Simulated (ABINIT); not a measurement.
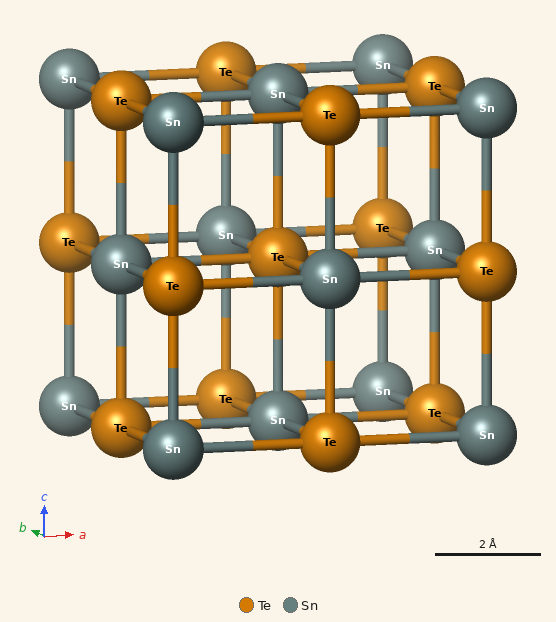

**Figure 1.** The structure as given in the input (ball-and-stick view of the cell 4 times as large as that of the calculation, set on its symmetry axes, seen slightly off an axis). An atom can appear more than once, as a periodic image.

**SnTe: phonon calculation (part 1 of 3)**

System: SnTe (Fm-3m, 2 atoms in the cell).
Method: Kohn-Sham DFT of a periodic cell, LDA, PseudoDojo NC SR LDA v0.4.1 standard, no spin polarisation (ABINIT 10.8.3).

The structure derives from an entry of the Crystallography Open Database.

## Input
```
# Datasets
ndtset 3

# Pseudopotentials
pp_dirpath "./"
pseudos "Te.upf, Sn.upf"

# Structure
acell 3*1.0
rprim
     0.0000000000     5.9542435598     5.9542435598
     5.9542435598     0.0000000000     5.9542435598
     5.9542435598     5.9542435598     0.0000000000
ntypat 2
znucl 52 50
natom 2
typat 1 2
xred
            1/2            1/2            1/2
            0.0            0.0            0.0

# Plane-wave basis
ecut 952.398519 eV

# k points
ngkpt 4 4 4
nshiftk 4
shiftk
     0.5000000000     0.5000000000     0.5000000000
     0.5000000000     0.0000000000     0.0000000000
     0.0000000000     0.5000000000     0.0000000000
     0.0000000000     0.0000000000     0.5000000000

# Exchange and correlation
ixc 7

# Bands and occupations
nband 15
occopt 1

# SCF cycle
nstep 80
diemac 6.0

# Output
prteig 0
prtebands 0
prtwf 0
prtden 0
prtpot 0

# Dataset 1: ground state
kptopt1 1
tolvrs1 1.0e-15
prtwf1 1

# Dataset 2: derivatives of the wave functions by k
iscf2 -3
rfelfd2 2
rfdir2 1 1 1
getwfk2 1
kptopt2 2
nqpt2 1
qpt2 0.0 0.0 0.0
tolwfr2 1.0e-18
prtwf2 1

# Dataset 3: response at q = 0 to electric field, atomic displacements
rfelfd3 3
rfphon3 1
rfatpol3 1 2
rfdir3 1 1 1
getwfk3 1
getddk3 2
kptopt3 2
nqpt3 1
qpt3 0.0 0.0 0.0
tolvrs3 1.0e-9
```

## File mrgddb.in
```
merged_DDB
SnTe
2
runo_DS1_DDB
runo_DS3_DDB
```

## File anaddb.abi
```
ddb_filepath "merged_DDB"
output_file "anaddb.abo"
outdata_prefix "ana"
asr 1
chneut 1
dipdip 1
dieflag 1
enunit 0
nfreq 1
frmin 0.0
frmax 0.0
eivec 1
nph1l 1
qph1l 0.0 0.0 0.0 1.0
nph2l 3
qph2l
  1.0 0.0 0.0 0.0
  0.0 1.0 0.0 0.0
  0.0 0.0 1.0 0.0
```

Launched with:
```bash
mpirun --bind-to none -np 4 abinit run.abi > log 2>&1
mrgddb < mrgddb.in > mrgddb.log 2>&1
anaddb anaddb.abi > anaddb.log 2>&1
```

## Output
```
.Version 10.8.3 of ABINIT
 DATASET    1 : space group Fm -3 m (#225); Bravais cF (face-center cubic)
================================================================================
 Values of the parameters that define the memory need for DATASET  1.
     intxc =       0    ionmov =       0      iscf =       7    lmnmax =       6
     lnmax =       6     mgfft =      48  mpssoang =       3    mqgrid =    3001
     natom =       2  nloc_mem =       1    nspden =       1   nspinor =       1
    nsppol =       1      nsym =      48    n1xccc =    2501    ntypat =       2
    occopt =       1   xclevel =       1
       mpw =        4191          nfft =      110592          nkpt =          10
================================================================================
================================================================================

 DATASET    2 : space group Fm -3 m (#225); Bravais cF (face-center cubic)
================================================================================
 Values of the parameters that define the memory need for DATASET  2 (RF).
     intxc =       0      iscf =      -3    lmnmax =       6     lnmax =       6
     mgfft =      48  mpssoang =       3    mqgrid =    3001     natom =       2
  nloc_mem =       1    nspden =       1   nspinor =       1    nsppol =       1
      nsym =      48    n1xccc =    2501    ntypat =       2    occopt =       1
   xclevel =       1
      nfft =      110592          nkpt =         128
================================================================================
================================================================================

 DATASET    3 : space group Fm -3 m (#225); Bravais cF (face-center cubic)
================================================================================
 Values of the parameters that define the memory need for DATASET  3 (RF).
     intxc =       0      iscf =       7    lmnmax =       6     lnmax =       6
     mgfft =      48  mpssoang =       3    mqgrid =    3001     natom =       2
  nloc_mem =       1    nspden =       1   nspinor =       1    nsppol =       1
      nsym =      48    n1xccc =    2501    ntypat =       2    occopt =       1
   xclevel =       1
      nfft =      110592          nkpt =         128
================================================================================
================================================================================

--------------------------------------------------------------------------------
------------- Echo of variables that govern the present computation ------------
--------------------------------------------------------------------------------
 -outvars: echo values of preprocessed input variables --------
            acell      1.0000000000E+00  1.0000000000E+00  1.0000000000E+00 Bohr
              amu      1.27600000E+02  1.18710000E+02
           diemac      6.00000000E+00
             ecut      3.50000000E+01 Hartree
           getddk1          0
           getddk2          0
           getddk3          2
           getwfk1          0
           getwfk2          1
           getwfk3          1
             iscf1          7
             iscf2         -3
             iscf3          7
              ixc           7
           jdtset        1    2    3
                       outvar_i_n : Printing only first  50 k-points.
           kptopt1          1
           kptopt2          2
           kptopt3          2
         kptrlatt        4   -4    4     -4    4    4     -4   -4    4
          kptrlen      4.76339485E+01
            natom           2
            nband1         15
            nband2         15
            nband3         15
           ndtset           3
            ngfft          48      48      48
             nkpt1         10
             nkpt2        128
             nkpt3        128
             nqpt1          0
             nqpt2          1
             nqpt3          1
            nstep          80
             nsym          48
           ntypat           2
        optdriver1          0
        optdriver2          1
        optdriver3          1
           prtden           0
        prtebands           0
           prteig           0
            prtwf1          1
            prtwf2          1
            prtwf3          0
           rfelfd1          0
           rfelfd2          2
           rfelfd3          3
           rfphon1          0
           rfphon2          0
           rfphon3          1
            rprim      0.0000000000E+00  5.9542435598E+00  5.9542435598E+00
                       5.9542435598E+00  0.0000000000E+00  5.9542435598E+00
                       5.9542435598E+00  5.9542435598E+00  0.0000000000E+00
           shiftk      5.00000000E-01  5.00000000E-01  5.00000000E-01
          spgroup         225
           tolvrs1     1.00000000E-15
           tolvrs2     0.00000000E+00
           tolvrs3     1.00000000E-09
           tolwfr1     0.00000000E+00
           tolwfr2     1.00000000E-18
           tolwfr3     0.00000000E+00
            typat      1  2
                       outvars : Printing only first  50 k-points.
           xangst      3.1508499979E+00  3.1508499979E+00  3.1508499979E+00
                       0.0000000000E+00  0.0000000000E+00  0.0000000000E+00
            xcart      5.9542435598E+00  5.9542435598E+00  5.9542435598E+00
                       0.0000000000E+00  0.0000000000E+00  0.0000000000E+00
             xred      5.0000000000E-01  5.0000000000E-01  5.0000000000E-01
                       0.0000000000E+00  0.0000000000E+00  0.0000000000E+00
            znucl       52.00000   50.00000

================================================================================

 chkinp: Checking input parameters for consistency, jdtset=   1.

 chkinp: Checking input parameters for consistency, jdtset=   2.

 chkinp: Checking input parameters for consistency, jdtset=   3.

================================================================================
== DATASET  1 ==================================================================

--- !DatasetInfo
iteration_state: {dtset: 1, }
dimensions: {natom: 2, nkpt: 10, mband: 15, nsppol: 1, nspinor: 1, nspden: 1, mpw: 4191, }
cutoff_energies: {ecut:  35.0, pawecutdg:  -1.0, }
electrons: {nelect:   3.00000000E+01, charge:   0.00000000E+00, occopt:   1.00000000E+00, tsmear:   1.00000000E-02, }
meta: {optdriver: 0, ionmov: 0, optcell: 0, iscf: 7, paral_kgb: 0, }
...

 Exchange-correlation functional for the present dataset will be:
  LDA: Perdew-Wang 92 LSD fit to Ceperley-Alder data - ixc=7
  J.P.Perdew and Y.Wang, PRB 45, 13244 (1992)

 Real(R)+Recip(G) space primitive vectors, cartesian coordinates (Bohr,Bohr^-1):
 R(1)=  0.0000000  5.9542436  5.9542436  G(1)= -0.0839737  0.0839737  0.0839737
 R(2)=  5.9542436  0.0000000  5.9542436  G(2)=  0.0839737 -0.0839737  0.0839737
 R(3)=  5.9542436  5.9542436  0.0000000  G(3)=  0.0839737  0.0839737 -0.0839737
 Unit cell volume ucvol=  4.2219179E+02 bohr^3
 Angles (23,13,12)=  6.00000000E+01  6.00000000E+01  6.00000000E+01 degrees

 getcut: wavevector=  0.0000  0.0000  0.0000  ngfft=  48  48  48
         ecut(hartree)=     35.000   => boxcut(ratio)=   2.14043

--- Pseudopotential description ------------------------------------------------
- pspini: atom type   1  psp file is ./Te.upf
  52.00000  16.00000  180309                  znucl, zion, pspdat
12 -1012 2 -1 1278                            pspcod,pspxc,lmax,lloc,mmax
     nproj     2     2     2

- pspini: atom type   2  psp file is ./Sn.upf
  50.00000  14.00000  180309                  znucl, zion, pspdat
12 -1012 2 -1 1608                            pspcod,pspxc,lmax,lloc,mmax
     nproj     2     2     2

   2.05907911E+03                                ecore*ucvol(ha*bohr**3)
--------------------------------------------------------------------------------

================================================================================

--- !BeginCycle
iteration_state: {dtset: 1, }
solver: {iscf: 7, nstep: 80, nline: 4, wfoptalg: 0, }
tolerances: {tolvrs: 1.00E-15, }
...

     iter   Etot(hartree)      deltaE(h)  residm     vres2
 ETOT  1  -181.23906654455    -1.812E+02 5.534E-01 6.776E+02
 ETOT  2  -183.11415534760    -1.875E+00 9.026E-03 9.666E+02
 ETOT  3  -183.21512111473    -1.010E-01 1.816E-03 1.279E+02
 ETOT  4  -183.22177616459    -6.655E-03 1.043E-04 7.700E+01
 ETOT  5  -183.22940220769    -7.626E-03 5.516E-05 1.238E+01
 ETOT  6  -183.23080129588    -1.399E-03 1.223E-05 6.769E-01
 ETOT  7  -183.23087763302    -7.634E-05 1.932E-06 3.907E-02
 ETOT  8  -183.23088261250    -4.979E-06 3.340E-07 1.669E-04
 ETOT  9  -183.23088264507    -3.257E-08 2.597E-08 1.274E-04
 ETOT 10  -183.23088266584    -2.077E-08 8.031E-09 3.332E-08
 ETOT 11  -183.23088266664    -7.997E-10 9.108E-10 4.003E-09
 ETOT 12  -183.23088266679    -1.513E-10 2.887E-10 1.454E-09
 ETOT 13  -183.23088266682    -2.933E-11 3.191E-11 1.203E-10
 ETOT 14  -183.23088266683    -8.811E-12 1.071E-11 4.245E-11
 ETOT 15  -183.23088266683    -3.041E-12 1.165E-12 4.226E-12
 ETOT 16  -183.23088266682     6.679E-12 4.070E-13 9.626E-12
 ETOT 17  -183.23088266683    -7.390E-13 4.356E-14 8.143E-13
 ETOT 18  -183.23088266682     8.811E-12 1.573E-14 2.506E-13
 ETOT 19  -183.23088266682    -6.054E-12 1.642E-15 1.754E-15
 ETOT 20  -183.23088266683    -6.594E-12 6.071E-16 2.879E-15
 ETOT 21  -183.23088266683    -2.530E-12 6.321E-17 6.729E-16

 At SCF step   21       vres2   =  6.73E-16 < tolvrs=  1.00E-15 =>converged.

 Cartesian components of stress tensor (hartree/bohr^3)
  sigma(1 1)=  4.68896811E-05  sigma(3 2)=  0.00000000E+00
  sigma(2 2)=  4.68896811E-05  sigma(3 1)=  0.00000000E+00
  sigma(3 3)=  4.68896811E-05  sigma(2 1)=  0.00000000E+00

--- !ResultsGS
iteration_state: {dtset: 1, }
comment   : Summary of ground state results
lattice_vectors:
- [  0.0000000,   5.9542436,   5.9542436, ]
- [  5.9542436,   0.0000000,   5.9542436, ]
- [  5.9542436,   5.9542436,   0.0000000, ]
lattice_lengths: [   8.42057,    8.42057,    8.42057, ]
lattice_angles: [ 60.000,  60.000,  60.000, ] # degrees, (23, 13, 12)
lattice_volume:   4.2219179E+02
convergence: {deltae: -2.530E-12, res2:  6.729E-16, residm:  6.321E-17, diffor: null, }
etotal    :  -1.83230883E+02
entropy   :   0.00000000E+00
fermie    :   1.79082001E-01
cartesian_stress_tensor: # hartree/bohr^3
- [  4.68896811E-05,   0.00000000E+00,   0.00000000E+00, ]
- [  0.00000000E+00,   4.68896811E-05,   0.00000000E+00, ]
- [  0.00000000E+00,   0.00000000E+00,   4.68896811E-05, ]
pressure_GPa:  -1.3795E+00
xred      :
- [  5.0000E-01,   5.0000E-01,   5.0000E-01, Te]
- [  0.0000E+00,   0.0000E+00,   0.0000E+00, Sn]
cartesian_forces: # hartree/bohr
- [ -1.76649566E-31,   1.76649566E-31,  -1.76649566E-31, ]
- [  1.76649566E-31,  -1.76649566E-31,   1.76649566E-31, ]
force_length_stats: {min:   3.05966023E-31, max:   3.05966023E-31, mean:   3.05966023E-31, }
...

 Integrated electronic density in atomic spheres:
 ------------------------------------------------
 Atom  Sphere_radius  Integrated_density
    1        2.00000         11.93530091
    2        2.00000         10.52470505
================================================================================

 ----iterations are completed or convergence reached----
```
